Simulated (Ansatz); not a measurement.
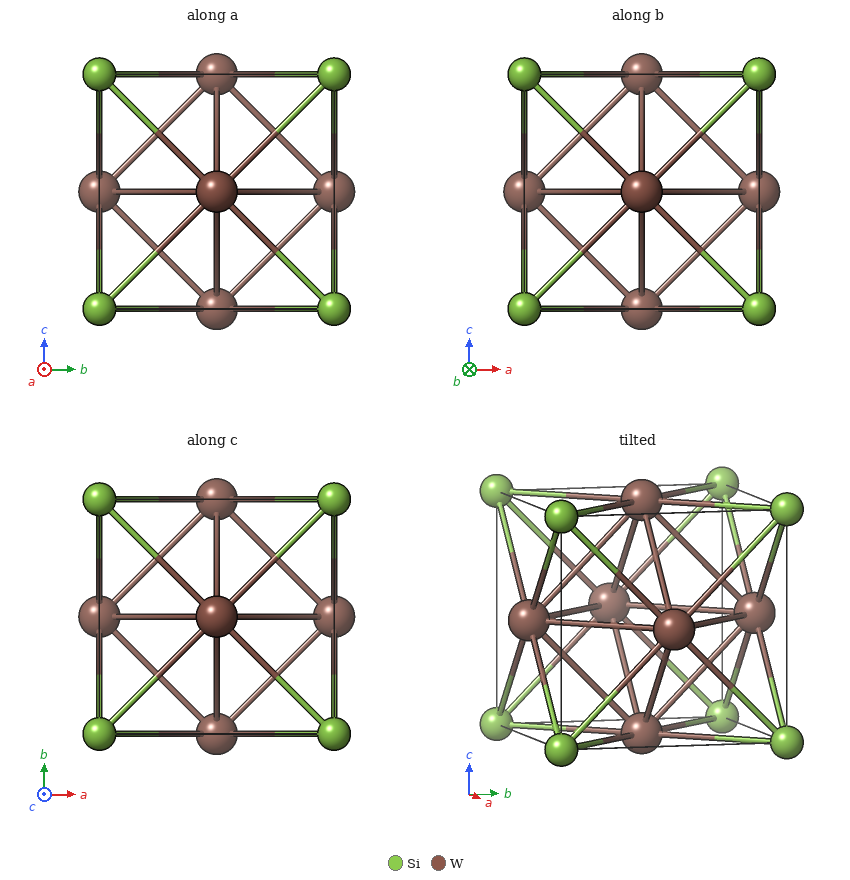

An orthographic ball-and-stick view of the structure, along the a axis, along the b axis, along the c axis and slightly off an axis. Thin lines show the conventional unit cell, with boundary atoms drawn in all their periodic places.

Lattice parameters: a = 3.9444 Å, b = 3.9444 Å, c = 3.9444 Å, α = 90.000°, β = 90.000°, γ = 90.000°.

> Put the structure into a CIF in P1 with every atom of the cell.

```cif
data_structure
_symmetry_space_group_name_H-M 'P 1'
_symmetry_Int_Tables_number 1
_cell_length_a 3.9444
_cell_length_b 3.9444
_cell_length_c 3.9444
_cell_angle_alpha 90.000
_cell_angle_beta 90.000
_cell_angle_gamma 90.000
_cell_volume 61.37
loop_
_atom_site_label
_atom_site_type_symbol
_atom_site_fract_x
_atom_site_fract_y
_atom_site_fract_z
_atom_site_occupancy
Si1 Si 0.0000 0.0000 0.0000 1
W1 W 0.0000 0.5000 0.5000 1
W2 W 0.5000 0.0000 0.5000 1
W3 W 0.5000 0.5000 0.0000 1
```

The structure comes from a structure type filled with these elements by a generator (whether the compound takes this form wasn't checked). A relaxation with DFT PBE, scalar-relativistic, plane waves, PAW in Ansatz gave the geometry drawn.
